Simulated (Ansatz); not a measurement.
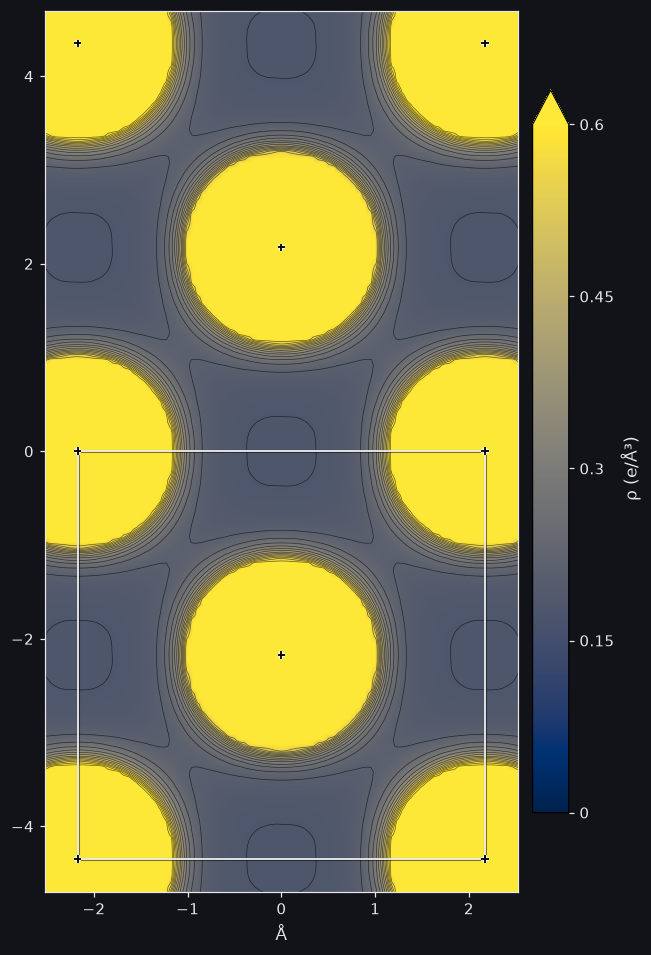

The valence electron density on a plane through atoms (crosses mark nuclei in the plane).

Computed with Ansatz, Kohn-Sham DFT of a periodic cell, HSE06, Ansatz PAW.

Candidates:
A. Hf, a = 4.35 Å, b = 4.35 Å, c = 4.35 Å, α = 90.00°, β = 90.00°, γ = 90.00°. Space group Fm-3m; computed pressure about 13 GPa in this cell.
B. W, a = 3.98 Å, b = 3.98 Å, c = 3.98 Å, α = 90.00°, β = 90.00°, γ = 90.00°. Space group Fm-3m; computed pressure about 11 GPa in this cell.
C. Sb, a = 3.13 Å, b = 3.13 Å, c = 5.39 Å, α = 90.00°, β = 90.00°, γ = 90.00°. Space group I4/mmm; a structure from a database of computed crystals, not necessarily the ambient phase.

**Which system is this?**

Candidate A: Hf on the (100) plane of the conventional cell, which holds Hf. Hf–Hf (3.08 Å): the density is about 0.21 e/Å³ at the midpoint.
